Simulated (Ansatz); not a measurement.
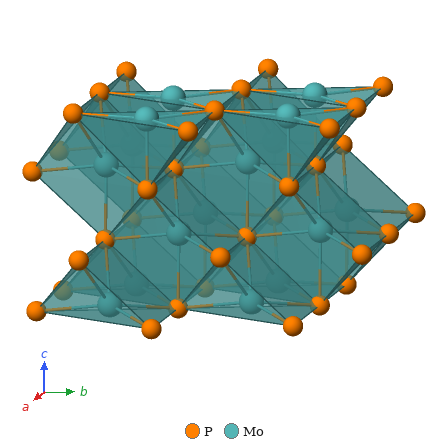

System: H on a slab of content MoP. The picture shows the clean slab (repeated in the plane, vacuum cut away).

The given structure:
```yaml
crystal:
  lattice:
    - [3.20620, 0.00000, 0.00000]
    - [-1.60310, 4.21720, 0.00000]
    - [0.00000, 0.00000, 23.61800]
  atoms:
    - { symbol: P, position: [0.43063, 0.86126, 0.35990] }
    - { symbol: Mo, position: [0.71675, 0.43351, 0.37464] }
    - { symbol: P, position: [0.14738, 0.29476, 0.44838] }
    - { symbol: Mo, position: [0.43351, 0.86701, 0.46313] }
    - { symbol: P, position: [0.86337, 0.72644, 0.53615] }
    - { symbol: Mo, position: [0.15026, 0.30062, 0.55132] }
    - { symbol: P, position: [0.57277, 0.14641, 0.63448] }
    - { symbol: Mo, position: [0.85951, 0.71903, 0.63288] }
```

One of the inputs:
```
crystal:
  lattice:
    - [3.2062346803, 0.0, 0.0]
    - [-1.6031173402, 4.2172371563, 0.0]
    - [0.0, 0.0, 25.6179833858]
  atoms:
    - { symbol: P, position: [0.4306277982, 0.8612555963, 0.3317981697] }
    - { symbol: Mo, position: [0.7167533578, 0.4335067156, 0.3453946699] }
    - { symbol: P, position: [0.147381156, 0.2947623119, 0.4133771707] }
    - { symbol: Mo, position: [0.4335067156, 0.8670134311, 0.4269736709] }
    - { symbol: P, position: [0.8633725039, 0.7264424552, 0.494295669] }
    - { symbol: Mo, position: [0.1502568508, 0.3006242927, 0.508276937] }
    - { symbol: P, position: [0.5727659913, 0.1464113674, 0.5849415187] }
    - { symbol: Mo, position: [0.8595082255, 0.7190318436, 0.5834746482] }
    - { symbol: H, position: [0.0016800694, 0.0039515261, 0.6388099274] }
basis:
  ecutwfc: 420
kpoints:
  mp_grid: { grid: [10, 7, 1] }
hamiltonian:
  xc: pbesol
scf:
  occupations: { method: gaussian, width: 0.1 }
output:
  forces: true
  eigenvalues: true
  write_density: true
  write_potential: true
  elf: true
  volumetric_format: npy
relax:
  adjacent_minimum: "off"
  f_tol: 0.03
  max_steps: 70
  constraints: [{ sites: [0, 1, 2, 3] }]
efield:
  axis: 3
  dipole_correction: true
  ramp_width: 0.04
```

Run as:
```bash
ansatz run input.yaml --threads 2 --pin off --max-ram 5120MiB --backend cpu --events-out ev --progress --plain --runs-dir out
```

Computed with Ansatz 0.2.0: adsorption at several starting sites on a slab cut from the named crystal, one adsorbate a surface cell, the lower planes held, the adsorption energy counts from the clean slab and the free, spin-polarised adsorbate, negative where bound, plane waves with PAW datasets, Γ-centred k mesh. Level: PBEsol, no spin polarisation.

crystal formula MoP; crystal space group number 187; Miller index h 1; Miller index k 0; Miller index l 1; top plane Mo; bottom plane P; planes 8; surface cell (1, 1); slab thickness as cut 6.62 Å; vacuum 17 Å; surface area 13.52 Å²; wave cutoff 420 eV; k mesh 10×7×1; occupations Gaussian; smearing width 0.1 eV; boundary dipole corrected; adsorbate H.

Sites are named by a rule of distances and placed in fractions of the cell vectors a and b; the slab's top layers relax too; key: 1 = top site at (0.57, 0.15); 2 = hollow site at (0.00, 0.00); 3 = bridge site at (0.07, 0.15).

Describe the result: the adsorption energy of each starting site.

The adsorbate slid sideways from no. 1 (by 1.1 Å) and no. 3 (by 0.6 Å). Among these starts the lowest are no. 2 and no. 3, which are equal within what the calculation resolves; no. 1 is 0.022 eV higher.

```
starting site  adsorption energy (eV)  height over highest slab atom (Å)  lateral move (Å)  dipole change (e Å)
        no. 1                  -2.463                              1.227              1.08               -0.017
        no. 2                  -2.485                              1.188              0.01               -0.049
        no. 3                  -2.485                              1.173              0.58               -0.047
```

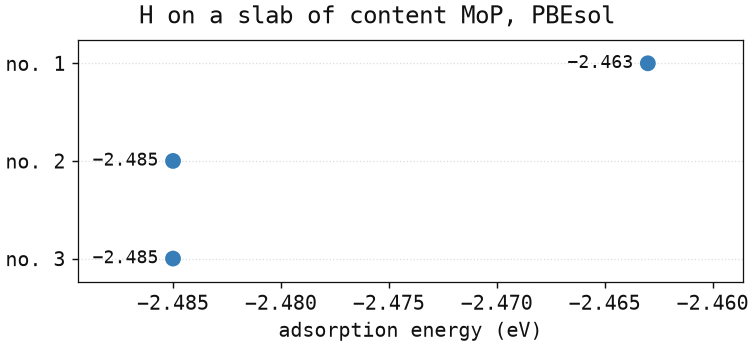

Note: k mesh lowers the symmetry; xc potential rough in thin density.
